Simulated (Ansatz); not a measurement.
The Ansatz input:

```yaml
crystal:
  lattice:
    - [-2.0000686112, 2.0000686112, 5.1236788559]
    - [2.0000686112, -2.0000686112, 5.1236788559]
    - [2.0000686112, 2.0000686112, -5.1236788559]
  atoms:
    - { symbol: Sn, position: [0.0, 0.0, 0.0] }
    - { symbol: Sn, position: [0.75, 0.25, 0.5] }
    - { symbol: O, position: [0.54652259, 0.04652259, 0.5] }
    - { symbol: O, position: [0.20347741, 0.20347741, 0.0] }
    - { symbol: O, position: [0.95347741, 0.45347741, 0.5] }
    - { symbol: O, position: [0.79652259, 0.79652259, 0.0] }
hamiltonian:
  xc: pbe
  pseudopotentials: { kind: paw }
kpoints:
  mp_grid: { grid: [9, 9, 9] }
  band_path:
    path:
      - [[0.0, 0.0, 0.0], [-0.5, 0.5, 0.0], [-0.5, 0.5, -0.0761896521], [-0.2880948261, 0.2880948261, -0.2880948261], [0.0, 0.0, 0.0], [0.5, 0.5, -0.5], [0.2880948261, 0.7119051739, -0.7119051739], [0.0, 0.5, -0.5], [-0.25, 0.75, -0.25], [0.0761896521, 0.9238103479, -0.5], [0.5, 0.5, -0.5]]
      - [[-0.5, 0.5, 0.0], [-0.25, 0.75, -0.25]]
    npoints: 14
scf:
  occupations: { method: fermi_dirac, width: 0.05 }
  n_extra_bands: 15
output:
  forces: true
  stress: true
  eigenvalues: true
  fatbands: false
```

System: SnO₂, space group I4_1/amd, 6 atoms in the primitive cell.

Level of theory: PBE, Ansatz PAW, no spin polarisation, no spin-orbit coupling, 9×9×9 k mesh, 420 eV cutoff, Fermi-Dirac smearing of 0.05 eV; code Ansatz 0.2.0.

What will the band structure and density of states look like? The path is Γ–X–Y–Σ–Γ–Z–Σ1–N–P–Y1–Z|X–P.

A semiconductor. The gap along this path is 1.65 eV and indirect, from the valence-band top at P to the conduction-band bottom at Γ; the smallest direct gap is 2.03 eV, at Γ. At X the top valence band lies only 0.04 eV lower. Two bands meet at the valence-band top at P: it is doubly degenerate (spin aside). The top valence band spans 0.6 eV and the lowest conduction band 5.7 eV. The direct gaps are 7.40 eV at X, 6.91 eV at Y and 6.91 eV at Y1.

LDA, GGA and most meta-GGA functionals understate gaps. The cell is at 6 GPa in this functional. The usual form of SnO2 is rutile. In reduced coordinates of the cell that was run, X is (−0.5, 0.5, 0), Y is (−0.5, 0.5, −0.076), Σ is (−0.288, 0.288, −0.288), Z is (0.5, 0.5, −0.5), Σ1 is (0.288, 0.712, −0.712), N is (0, 0.5, −0.5), P is (−0.25, 0.75, −0.25) and Y1 is (0.076, 0.924, −0.5).

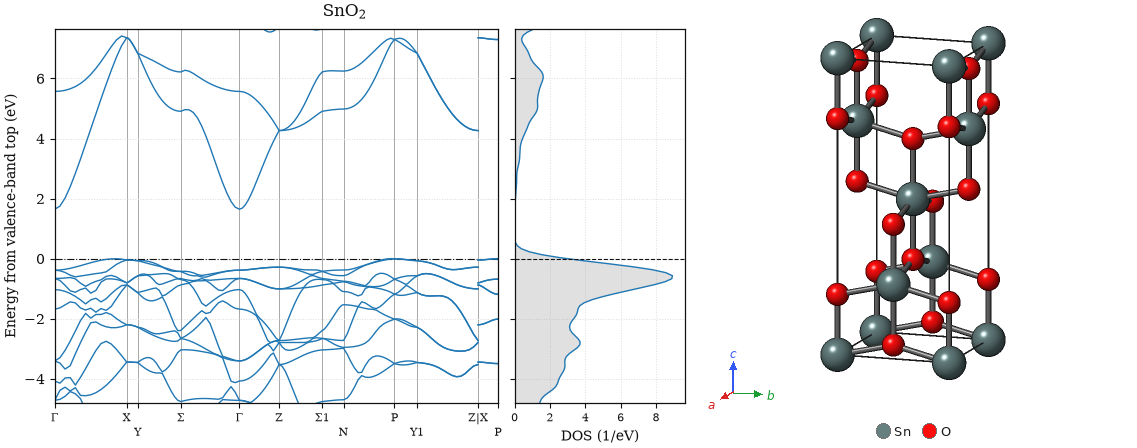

Band structure and density of states, beside the structure. Energies are counted from the top of the valence band. The DOS curve is built from the levels of the k mesh with Gaussians 0.55 eV wide, which also blur the band edges; ripples of that width can come from the mesh.
